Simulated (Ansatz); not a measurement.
LiNbO3: geometry relaxation (part 2 of 2)

Continued. System: LiNbO3 (10 atoms in the cell). Method: DFT r2SCAN, scalar-relativistic, plane waves, PAW, no spin polarisation (Ansatz 0.2.0); cutoff 500 eV, 6×6×6 k-mesh, Gaussian smearing of 0.02 eV. The structure derives from an entry of the Crystallography Open Database.

Geometry of the input (Å; fractional positions):
```
2.5758  1.4871  4.6230
-2.5758  1.4871  4.6230
0.0000  -2.9743  4.6230
Li 0.2815  0.2815  0.2815
Li 0.7815  0.7815  0.7815
Nb 0.0001  0.0001  0.0001
Nb 0.5001  0.5001  0.5001
O  0.1123  0.3584  0.7196
O  0.7196  0.1123  0.3584
O  0.3584  0.7196  0.1123
O  0.2196  0.8584  0.6123
O  0.8584  0.6123  0.2196
O  0.6123  0.2196  0.8584
```

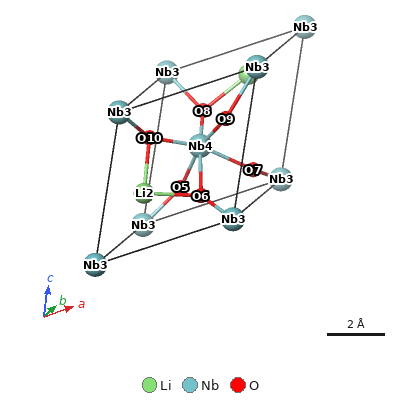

Figure 1. The geometry at step 3 of the log (ball-and-stick view of the reduced cell, seen slightly off an axis; atoms are numbered from 1 in the order of the input).

Log, continued:
```
SCF iter   1: F=—  HF=-12961.393797 eV  |F-HF|=—  |Δ(HF+E_count)|=         —  Δρ=2.42e-4  dr2=4.68e-5  dr2_τ=5.89e-4  ethr=6.95e-8  ⟨swp⟩=2.0  Hψ=5355  notcnv=0
preconditioner: auto → Resta (q_TF=auto, 2.535 Å⁻¹)  ε∞=5.0  [insulator: Δε(μ)=4.033 eV  Ē_g=12.436 eV  σ=0.020 eV  W_gap=1.00  n_scr=26 (ndim 8)  ℏωp=25.0 eV  f_vac=0.019  D(μ)=0.00/eV (n_scr^D=0)  ε∞_Penn≈5.0]
SCF iter   2: F=—  HF=-12961.394001 eV  |F-HF|=—  |Δ(HF+E_count)|=   2.04e-4  Δρ=1.34e-4  dr2=7.33e-6  dr2_τ=2.54e-6  ethr=6.88e-8  ⟨swp⟩=2.0  Hψ=2440  notcnv=0
SCF iter   3: F=—  HF=-12961.394002 eV  |F-HF|=—  |Δ(HF+E_count)|=   7.64e-7  Δρ=6.07e-5  dr2=1.67e-6  dr2_τ=3.68e-7  ethr=1.08e-8  ⟨swp⟩=2.5  Hψ=2293  notcnv=0
SCF iter   4: F=—  HF=-12961.394002 eV  |F-HF|=—  |Δ(HF+E_count)|=   5.42e-7  Δρ=1.02e-5  dr2=7.84e-8  dr2_τ=1.50e-8  ethr=2.45e-9  ⟨swp⟩=2.7  Hψ=2554  notcnv=0
SCF iter   5: F=-12961.394002 eV  HF=-12961.394002 eV  |F-HF|=1.52e-9  |Δ(HF+E_count)|=   3.07e-8  Δρ=2.32e-6  dr2=5.53e-9  dr2_τ=6.02e-10  ethr=7.98e-11  ⟨swp⟩=7.0  Hψ=7560  notcnv=0
SCF 5 converged in 5 iterations: F = -12961.394002 eV  dr2 = 5.53e-9
relax step   5: F+E_penalty+E_count = -12961.39400230 eV  Δ(F+E_penalty+E_count) = -5.470e-5 eV  max|allowed force component| = 8.154e-3 eV/Å  Δτ_max = 0.0017 Å  P = -0.007 GPa  Ω = 105.791 Å³  energy of the carried Pulay correction = +2.621e-4 eV  (5 SCF iters, dr2 threshold 5.42e-8 eV, accepted)
Crystal: 10 atoms, lattice volume = 105.787 Å³
iter 1 solved again at ethr=1.46e-8 eV; its pass at ethr=3.10e-3 eV (dr2=9.94e-6 eV) is discarded
SCF iter   1: F=—  HF=-12961.393822 eV  |F-HF|=—  |Δ(HF+E_count)|=         —  Δρ=1.07e-4  dr2=1.11e-5  dr2_τ=1.07e-4  ethr=1.46e-8  ⟨swp⟩=2.0  Hψ=5755  notcnv=0
preconditioner: auto → Resta (q_TF=auto, 2.535 Å⁻¹)  ε∞=5.0  [insulator: Δε(μ)=4.040 eV  Ē_g=12.438 eV  σ=0.020 eV  W_gap=1.00  n_scr=26 (ndim 8)  ℏωp=25.0 eV  f_vac=0.019  D(μ)=0.00/eV (n_scr^D=0)  ε∞_Penn≈5.0]
SCF iter   2: F=—  HF=-12961.393831 eV  |F-HF|=—  |Δ(HF+E_count)|=   9.14e-6  Δρ=5.80e-5  dr2=2.31e-6  dr2_τ=4.61e-7  ethr=1.46e-8  ⟨swp⟩=2.0  Hψ=2298  notcnv=0
SCF iter   3: F=—  HF=-12961.394019 eV  |F-HF|=—  |Δ(HF+E_count)|=   1.88e-4  Δρ=2.65e-5  dr2=5.32e-7  dr2_τ=9.33e-8  ethr=3.40e-9  ⟨swp⟩=2.0  Hψ=1923  notcnv=0
SCF iter   4: F=—  HF=-12961.394019 eV  |F-HF|=—  |Δ(HF+E_count)|=   5.47e-8  Δρ=6.77e-6  dr2=2.31e-8  dr2_τ=3.27e-9  ethr=7.83e-10  ⟨swp⟩=2.9  Hψ=2497  notcnv=0
SCF iter   5: F=-12961.394019 eV  HF=-12961.394019 eV  |F-HF|=3.31e-10  |Δ(HF+E_count)|=   1.85e-8  Δρ=1.13e-6  dr2=1.35e-9  dr2_τ=1.90e-10  ethr=6.11e-12  ⟨swp⟩=7.0  Hψ=7384  notcnv=0
SCF 6 converged in 5 iterations: F = -12961.394019 eV  dr2 = 1.35e-9
relax step   6: F+E_penalty+E_count = -12961.39401871 eV  Δ(F+E_penalty+E_count) = -1.641e-5 eV  max|allowed force component| = 3.466e-3 eV/Å  Δτ_max = 0.0008 Å  P = +0.026 GPa  Ω = 105.787 Å³  energy of the carried Pulay correction = +2.644e-4 eV  (5 SCF iters, dr2 threshold 4.16e-9 eV, accepted)
Initial wavefunctions: pseudopotential atomic-orbital guess (no wavefunctions were taken with the density)
iter 1 solved again at ethr=6.67e-8 eV; its pass at ethr=3.10e-3 eV (dr2=4.54e-5 eV) is discarded
SCF iter   1: F=—  HF=-12961.393574 eV  |F-HF|=—  |Δ(HF+E_count)|=         —  Δρ=1.73e-5  dr2=3.21e-8  dr2_τ=1.93e-7  ethr=6.67e-8  ⟨swp⟩=3.5  Hψ=9585  notcnv=0
preconditioner: auto → Resta (q_TF=auto, 2.535 Å⁻¹)  ε∞=5.0  [insulator: Δε(μ)=4.041 eV  Ē_g=12.439 eV  σ=0.020 eV  W_gap=1.00  n_scr=26 (ndim 8)  ℏωp=25.0 eV  f_vac=0.019  D(μ)=0.00/eV (n_scr^D=0)  ε∞_Penn≈5.0]
SCF iter   2: F=—  HF=-12961.393762 eV  |F-HF|=—  |Δ(HF+E_count)|=   1.88e-4  Δρ=9.09e-6  dr2=9.04e-9  dr2_τ=1.09e-8  ethr=4.72e-11  ⟨swp⟩=2.1  Hψ=2177  notcnv=0
SCF iter   3: F=-12961.393762 eV  HF=-12961.393762 eV  |F-HF|=5.82e-11  |Δ(HF+E_count)|=   1.78e-8  Δρ=4.16e-7  dr2=9.63e-11  dr2_τ=4.73e-11  ethr=1.00e-12  ⟨swp⟩=5.3  Hψ=7835  notcnv=0
SCF 7 converged in 3 iterations: F = -12961.393762 eV  dr2 = 9.63e-11
relax step   7: F+E_penalty+E_count = -12961.39376210 eV  Δ(F+E_penalty+E_count) = +2.566e-4 eV  max|allowed force component| = 3.488e-3 eV/Å  Δτ_max = 0.0000 Å  P = +0.027 GPa  Ω = 105.787 Å³  stress off target by 3.53e-2 GPa  SCF on the basis re-selected at this cell (its energy is not comparable with the rows above)  (3 SCF iters)
basis re-selected at this cell: Δ(F+E_penalty+E_count) = +2.566e-4 eV, ΔP = +0.002 GPa vs the last step (what re-selecting the basis moved, of the pressure what is left beyond the Pulay correction that the steps carried, after the strain that the cell walked since its last selection, with what the two solves' SCF thresholds leave and, on support functions, any second-order correction that the steps lacked; it is no measure of the basis error at this ecutwfc). This SCF's stress stands 3.53e-2 GPa from its target on what of the cell is left free (relax.cell.stress_tol is 5.00e-2 GPa) and its largest allowed force component is 3.49e-3 eV/Å (relax.f_tol is 5.00e-3 eV/Å): within both
SCF converged after 3 iterations
Free energy (F): -12961.393762 eV
Harris-Foulkes:  -12961.393762 eV  (|F-HF|=5.82e-11)
Internal energy: -12961.393762 eV  (E = F + TS)
E sigma→0 (E₀):  -12961.393762 eV
Fermi energy:    8.928213 eV
--- Per-component energies (eV) ---
  E_band       = -581.760578
  E_kinetic    = 1891.303371
  E_local      = -4256.844393  (includes V_loc(G=0)·N_el)
  E_nonlocal   = 444.837042
  E_hartree    = 1436.711272
  E_xc         = -804.167986
  E_vxc        = -1142.155403  (∫ρ·V_xc dr)
  E_paw        = -7180.310709  (= ΣΔE_a)
  E_vpaw       = -464.974294  (= ΣTr[D̂ρ^β])
  E_aug_tail   = 0.006057  (compensation charges beyond the density's cutoff)
  E_vtau       = 72.644441  (kinetic-family band-sum trace: ∫τ·v_τ [+ j·A + Jᵃ·Aᵃ] dr)
  E_ewald      = -4492.351910
  E_core_change = -0.576507  (= ΣΔE_core)
  E_smearing   = -0.000000  (= −TS)
  E_closure    = -0.000000  (closes the sum)
  Σ components = -12961.393762   (vs F -12961.393762, Δ=0.00e0)
--- Forces (eV/Å), atoms counted from 1 ---
  atom   1  Li     0.00000000    -0.00000000     0.00183130
  atom   2  Li    -0.00000000     0.00000000     0.00183130
  atom   3  Nb    -0.00000000     0.00000000    -0.00121348
  atom   4  Nb    -0.00000000    -0.00000000    -0.00121348
  atom   5  O     -0.00062397     0.00348760    -0.00020124
  atom   6  O     -0.00270837    -0.00228417    -0.00020124
  atom   7  O      0.00333233    -0.00120343    -0.00020124
  atom   8  O     -0.00333233    -0.00120343    -0.00020124
  atom   9  O      0.00062397     0.00348760    -0.00020124
  atom  10  O      0.00270837    -0.00228417    -0.00020124
  max |Σ_I F_I| component: 2.82e-5 eV/Å
--- Stress (GPa, compression-positive) ---
        0.023579      -0.000000      -0.000000
       -0.000000       0.023579      -0.000000
       -0.000000       0.000000       0.035329
  P = ⅓ Tr σ = 0.0275 GPa (0.275 kbar)
--- Band table (eV; the first three rows and the last of 32) ---
  k-point 0: bands = ["-48.9309", "-48.9142", "-36.7515", "-36.7487", "-24.5217", "-24.5217", "-24.4354", "-24.3444", "-24.3444", "-24.2278", "-11.0190", "-10.3746", "-10.3746", "-9.4548", "-9.2315", "-9.2315", "2.4075", "2.4075", "2.6552", "2.7273", "2.7273", "3.6933", "4.7955", "4.8750", "4.8750", "5.6355", "6.0160", "6.0160", "6.1943", "6.1943", "6.2530", "6.3890", "6.8978", "6.8978", "10.9714", "10.9714", "11.4243", "12.4996", "12.4996", "12.6676", "15.0010", "15.0915", "15.0915", "17.4493"]
  k-point 1: bands = ["-48.9298", "-48.9153", "-36.7514", "-36.7489", "-24.5120", "-24.5105", "-24.4211", "-24.3582", "-24.3570", "-24.2416", "-10.9085", "-10.3125", "-10.3102", "-9.5276", "-9.3395", "-9.3203", "2.3473", "2.4452", "2.8155", "2.9652", "2.9996", "3.7359", "4.4583", "4.5972", "4.6653", "5.6343", "5.7767", "6.0552", "6.1116", "6.3701", "6.3991", "6.4778", "6.7634", "6.8190", "11.0037", "11.0221", "11.4262", "12.4034", "12.6505", "12.6603", "15.0596", "15.1695", "15.3619", "17.3496"]
  k-point 2: bands = ["-48.9267", "-48.9183", "-36.7509", "-36.7495", "-24.4837", "-24.4794", "-24.3946", "-24.3910", "-24.3825", "-24.2793", "-10.6056", "-10.1451", "-10.1330", "-9.7517", "-9.5997", "-9.5484", "2.4867", "2.6598", "3.0793", "3.4621", "3.5331", "3.7626", "3.7816", "4.1932", "4.4410", "5.0915", "5.4721", "5.7928", "6.3330", "6.4124", "6.4232", "6.5509", "6.6935", "6.8282", "11.0185", "11.2508", "11.7646", "12.0480", "12.5702", "12.6041", "15.2481", "15.6136", "16.0438", "17.1315"]
  k-point 31: bands = ["-48.9225", "-48.9225", "-36.7502", "-36.7502", "-24.4348", "-24.4348", "-24.4348", "-24.4348", "-24.3352", "-24.3352", "-10.2742", "-10.2742", "-9.8303", "-9.8303", "-9.8303", "-9.8303", "3.3806", "3.3806", "3.3806", "3.3806", "3.6442", "3.6442", "4.2363", "4.2363", "4.2363", "4.2363", "4.6582", "4.6582", "6.2697", "6.2697", "6.5994", "6.5994", "6.5994", "6.5994", "12.0023", "12.0023", "12.1979", "12.1979", "12.1979", "12.1979", "16.0686", "16.0686", "16.0686", "16.0686"]
--- Relaxed structure (6 steps of the walk, 6 accepted, 1 SCFs on fresh bases) ---
  F+E_penalty+E_count = -12961.39376210 eV   max|allowed force component| = 3.488e-3 eV/Å   (the final SCF, on the basis selected at the relaxed cell)
  cell:  # Å, volume = 105.7866 Å³
    - [2.5687892441144036, 1.483091161580866, 4.627892110602709]
    - [-2.5687892441144036, 1.483091161580866, 4.627892110602709]
    - [1.4975216967878407e-20, -2.966182323161732, 4.627892110602709]
  atoms:
    - { symbol: Li, position: [0.28206972793925533, 0.28206972793925533, 0.28206972793925533] }
    - { symbol: Li, position: [0.7820697279392552, 0.7820697279392552, 0.7820697279392552] }
    - { symbol: Nb, position: [0.000136643508606108, 0.00013664350860610798, 0.0001366435086061078] }
    - { symbol: Nb, position: [0.500136643508606, 0.500136643508606, 0.500136643508606] }
    - { symbol: O, position: [0.10794542668051677, 0.3619796571710245, 0.7196835447005971] }
    - { symbol: O, position: [0.7196835447005969, 0.10794542668051682, 0.3619796571710245] }
    - { symbol: O, position: [0.3619796571710246, 0.7196835447005969, 0.10794542668051677] }
    - { symbol: O, position: [0.2196835447005971, 0.8619796571710243, 0.6079454266805168] }
    - { symbol: O, position: [0.8619796571710243, 0.6079454266805167, 0.21968354470059687] }
    - { symbol: O, position: [0.6079454266805168, 0.21968354470059703, 0.8619796571710245] }
```

Trajectory as extended XYZ (Å, eV, eV/Å), 7 frames, from step=1 to step=7:
```
10
Lattice="2.5758 1.4871 4.6230 -2.5758 1.4871 4.6230 0.0000 -2.9743 4.6230" Properties=species:S:1:pos:R:3:forces:R:3 step=1 energy=-12961.38787 pressure_GPa=0.45
Li    0.0000    0.0000    3.9041    0.0000   0.0000   0.0177
Li    0.0000    0.0000   10.8386    0.0000   0.0000   0.0177
Nb    0.0000    0.0000    0.0008    0.0000   0.0000  -0.0099
Nb    0.0000    0.0000    6.9353    0.0000   0.0000  -0.0099
O    -0.6338   -1.4403    5.5026   -0.1030   0.0024  -0.0026
O     1.5642    0.1713    5.5026    0.0494  -0.0904  -0.0026
O    -0.9305    1.2690    5.5026    0.0536   0.0880  -0.0026
O    -1.6453   -0.2181    7.8141   -0.0536   0.0880  -0.0026
O     0.6338    1.5340    7.8141    0.1030   0.0024  -0.0026
O     1.0116   -1.3158    7.8141   -0.0494  -0.0904  -0.0026
10
Lattice="2.5767 1.4877 4.6211 -2.5767 1.4877 4.6211 0.0000 -2.9753 4.6211" Properties=species:S:1:pos:R:3:forces:R:3 step=2 energy=-12961.39162 pressure_GPa=-0.25
Li    0.0000    0.0000    3.9115    0.0000   0.0000  -0.0132
Li    0.0000    0.0000   10.8433    0.0000   0.0000  -0.0132
Nb    0.0000    0.0000   -0.0026    0.0000   0.0000   0.0462
Nb    0.0000    0.0000    6.9291    0.0000   0.0000   0.0462
O    -0.6443   -1.4440    5.4985   -0.0261   0.0148  -0.0110
O     1.5727    0.1640    5.4985    0.0002  -0.0300  -0.0110
O    -0.9284    1.2800    5.4985    0.0259   0.0152  -0.0110
O    -1.6483   -0.2076    7.8091   -0.0259   0.0152  -0.0110
O     0.6443    1.5313    7.8091    0.0261   0.0148  -0.0110
O     1.0040   -1.3236    7.8091   -0.0002  -0.0300  -0.0110
10
Lattice="2.5683 1.4828 4.6289 -2.5683 1.4828 4.6289 0.0000 -2.9656 4.6289" Properties=species:S:1:pos:R:3:forces:R:3 step=3 energy=-12961.39387 pressure_GPa=-0.04
Li    0.0000    0.0000    3.9175    0.0000   0.0000  -0.0016
Li    0.0000    0.0000   10.8608    0.0000   0.0000  -0.0016
Nb    0.0000    0.0000   -0.0011    0.0000   0.0000   0.0425
Nb    0.0000    0.0000    6.9421    0.0000   0.0000   0.0425
O    -0.6523   -1.4373    5.5074    0.0030  -0.0113  -0.0137
O     1.5709    0.1538    5.5074    0.0082   0.0082  -0.0137
O    -0.9186    1.2836    5.5074   -0.0112   0.0030  -0.0137
O    -1.6497   -0.1992    7.8218    0.0112   0.0030  -0.0137
O     0.6523    1.5283    7.8218   -0.0030  -0.0113  -0.0137
O     0.9974   -1.3290    7.8218   -0.0082   0.0082  -0.0137
10
Lattice="2.5687 1.4830 4.6269 -2.5687 1.4830 4.6269 0.0000 -2.9660 4.6269" Properties=species:S:1:pos:R:3:forces:R:3 step=4 energy=-12961.39395 pressure_GPa=0.01
Li    0.0000    0.0000    3.9151    0.0000   0.0000   0.0004
Li    0.0000    0.0000   10.8554    0.0000   0.0000   0.0004
Nb    0.0000    0.0000   -0.0001    0.0000   0.0000   0.0294
Nb    0.0000    0.0000    6.9402    0.0000   0.0000   0.0294
O    -0.6523   -1.4374    5.5049    0.0014  -0.0086  -0.0100
O     1.5710    0.1538    5.5049    0.0068   0.0055  -0.0100
O    -0.9187    1.2836    5.5049   -0.0082   0.0031  -0.0100
O    -1.6500   -0.1994    7.8184    0.0082   0.0031  -0.0100
O     0.6523    1.5286    7.8184   -0.0014  -0.0086  -0.0100
O     0.9977   -1.3292    7.8184   -0.0068   0.0055  -0.0100
10
Lattice="2.5690 1.4832 4.6272 -2.5690 1.4832 4.6272 0.0000 -2.9665 4.6272" Properties=species:S:1:pos:R:3:forces:R:3 step=5 energy=-12961.39400 pressure_GPa=-0.01
Li    0.0000    0.0000    3.9148    0.0000   0.0000   0.0032
Li    0.0000    0.0000   10.8555    0.0000   0.0000   0.0032
Nb    0.0000    0.0000    0.0016    0.0000   0.0000   0.0082
Nb    0.0000    0.0000    6.9423    0.0000   0.0000   0.0082
O    -0.6523   -1.4377    5.5049    0.0006  -0.0039  -0.0038
O     1.5712    0.1539    5.5049    0.0031   0.0025  -0.0038
O    -0.9189    1.2838    5.5049   -0.0037   0.0014  -0.0038
O    -1.6501   -0.1994    7.8185    0.0037   0.0014  -0.0038
O     0.6523    1.5288    7.8185   -0.0006  -0.0039  -0.0038
O     0.9978   -1.3293    7.8185   -0.0031   0.0025  -0.0038
10
Lattice="2.5688 1.4831 4.6279 -2.5688 1.4831 4.6279 0.0000 -2.9662 4.6279" Properties=species:S:1:pos:R:3:forces:R:3 step=6 energy=-12961.39402 pressure_GPa=0.03
Li    0.0000    0.0000    3.9162    0.0000   0.0000   0.0018
Li    0.0000    0.0000   10.8580    0.0000   0.0000   0.0018
Nb    0.0000    0.0000    0.0019    0.0000   0.0000  -0.0012
Nb    0.0000    0.0000    6.9437    0.0000   0.0000  -0.0012
O    -0.6526   -1.4378    5.5054   -0.0006   0.0035  -0.0002
O     1.5714    0.1538    5.5054   -0.0027  -0.0023  -0.0002
O    -0.9189    1.2840    5.5054    0.0033  -0.0012  -0.0002
O    -1.6499   -0.1991    7.8193   -0.0033  -0.0012  -0.0002
O     0.6526    1.5284    7.8193    0.0006   0.0035  -0.0002
O     0.9974   -1.3293    7.8193    0.0027  -0.0023  -0.0002
10
Lattice="2.5688 1.4831 4.6279 -2.5688 1.4831 4.6279 0.0000 -2.9662 4.6279" Properties=species:S:1:pos:R:3:forces:R:3 step=7 energy=-12961.39376 pressure_GPa=0.03
Li    0.0000    0.0000    3.9162    0.0000   0.0000   0.0018
Li    0.0000    0.0000   10.8580    0.0000   0.0000   0.0018
Nb    0.0000    0.0000    0.0019    0.0000   0.0000  -0.0012
Nb    0.0000    0.0000    6.9437    0.0000   0.0000  -0.0012
O    -0.6526   -1.4378    5.5054   -0.0006   0.0035  -0.0002
O     1.5714    0.1538    5.5054   -0.0027  -0.0023  -0.0002
O    -0.9189    1.2840    5.5054    0.0033  -0.0012  -0.0002
O    -1.6499   -0.1991    7.8193   -0.0033  -0.0012  -0.0002
O     0.6526    1.5284    7.8193    0.0006   0.0035  -0.0002
O     0.9974   -1.3293    7.8193    0.0027  -0.0023  -0.0002
```

Summary:

```json
{"quantity": "outcome", "value": "converged"}
{"quantity": "space group (tolerance 0.01 Å)", "value": "R3c (161)"}
{"quantity": "electrons treated", "value": "68"}
{"quantity": "free energy", "value": "−12961.3938 eV"}
{"quantity": "Fermi energy", "value": "8.928 eV"}
{"quantity": "gap on the k-point mesh", "value": "4.04 eV"}
{"quantity": "pressure", "value": "0.03 GPa"}
{"quantity": "final volume", "value": "105.79 Å³"}
{"quantity": "largest force (length of the vector) at the end", "value": "0.004 eV/Å"}
{"quantity": "final cell", "value": "a = 5.497 Å, b = 5.497 Å, c = 5.497 Å, α = 55.72°, β = 55.72°, γ = 55.72°"}
{"quantity": "hardware", "value": "2 threads of Intel Xeon @ 2.50GHz (Skylake/Cascade Lake), 189 GiB of memory available, shared host"}
{"quantity": "wall time", "value": "3.5 min (CPU time 5.6 min)"}
{"quantity": "peak memory", "value": "0.82 GiB"}
```
